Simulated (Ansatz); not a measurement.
## Electronic structure of Cd2S in real space

The calculation's input:

```
crystal:
  lattice:
    - [3.962670049, 0.0, 0.0]
    - [-1.9813350245, 3.4317729293, 0.0]
    - [0.0, 0.0, 5.809192]
  atoms:
    - { symbol: Cd, position: [0.66666667, 0.33333333, 0.578735] }
    - { symbol: Cd, position: [0.3446893095, 0.66666667, 0.932717] }
    - { symbol: S, position: [0.33333333, 0.66666667, 0.365705] }
basis:
  ecutwfc: 420
kpoints:
  mp_grid: { grid: [12, 12, 6] }
hamiltonian:
  xc: pbesol
scf:
  occupations: { method: gaussian, width: 0.05 }
output:
  forces: true
  stress: true
  eigenvalues: true
  write_density: true
  write_potential: true
  elf: true
  volumetric_format: npy
```

Launched as:

```sh
ansatz run input.yaml --threads 1 --pin off --max-ram 1331MiB --backend cpu --events-out ev --progress --plain --runs-dir out
```

Below, planes, directions and counts refer to the conventional cell (a = 3.96 Å, b = 3.96 Å, c = 5.81 Å, α = 90.00°, β = 90.00°, γ = 120.00°).

Space group P1; a structure from a database of computed crystals, not necessarily the ambient phase; changed on purpose from its base cell (one atom moved); computed pressure about −3 GPa in this cell.

Theory: DFT PBEsol, scalar-relativistic, plane waves, PAW in Ansatz 0.2.0.

The density is the valence pseudo-density of a PAW calculation; it isn't the true density close to the nuclei.

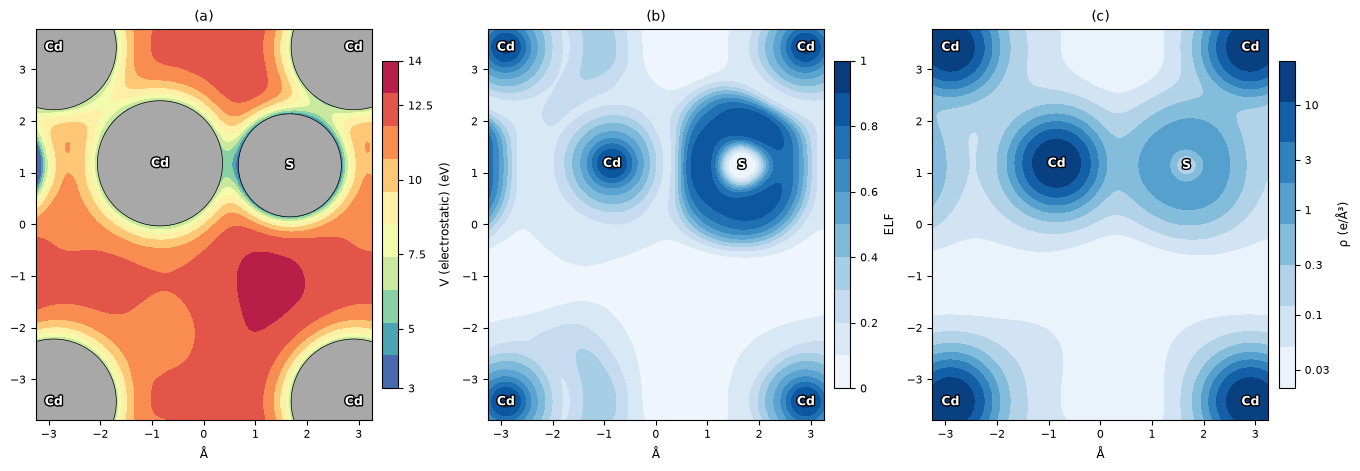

Figure 1. (a) electrostatic potential (local pseudopotential plus Hartree) felt by an electron; (b) electron localisation function; (c) valence electron density on the (110) plane of the conventional cell. Grey discs cover the atomic cores in the potential map.

**Read the bonding off the picture.**

- Atoms in the plane: Cd and S.
- Cd–S (2.52 Å): ρ at the midpoint is about 0.43 e/Å³; the ELF peaks at about 0.85 in the valence shell of S, 0.8 Å from its nucleus, and is about 0.35 at the midpoint.
- Cd–S (2.60 Å): the density is about 0.37 e/Å³ at the midpoint; the ELF peaks at about 0.90 in the valence shell of S, 0.8 Å from its nucleus, and drops to about 0.15 between the two atoms.
- Between the atoms the lowest density in this plane is 0.01 e/Å³.
- The features right at Cd lie inside the PAW spheres, where the map follows smoothed inner orbitals and isn't to be read closely.
- Outside the cores the potential energy rises away from the atoms and is highest about 2.3 Å from the nearest atoms; its zero is arbitrary.

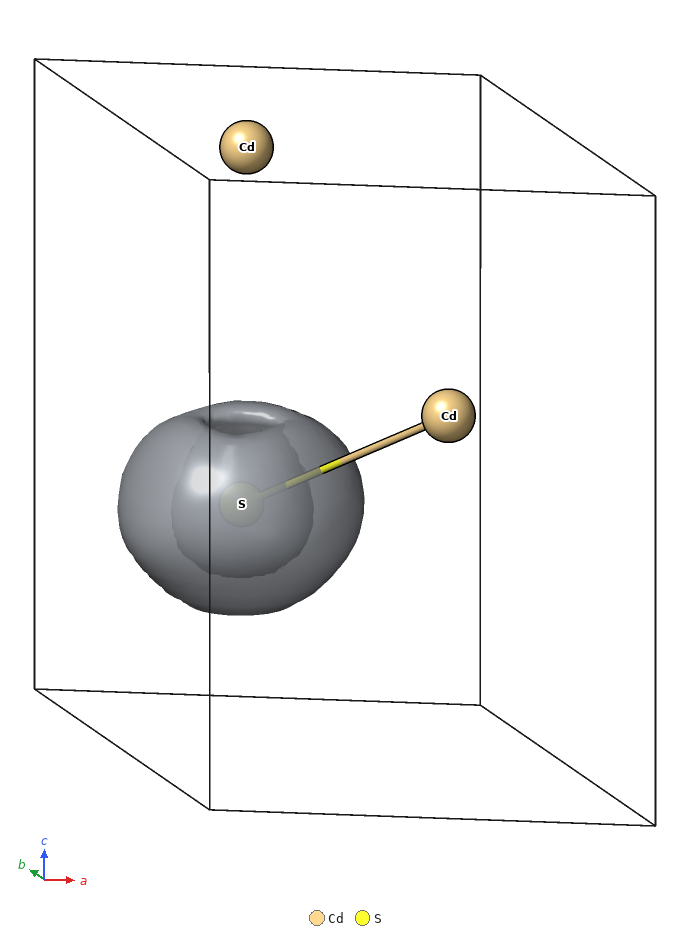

Figure 2. Isosurface of the ELF at 0.8 (grey), seen slightly off an axis. Only the valence region is drawn (cores and ρ < 0.01 e/Å³ removed). Sticks mark near contacts.

**Describe the localisation domains.**

The ELF exceeds this value in one region wrapped around S (its valence shell), counted in one cell of 3 atoms. Regions shared between cells count once.
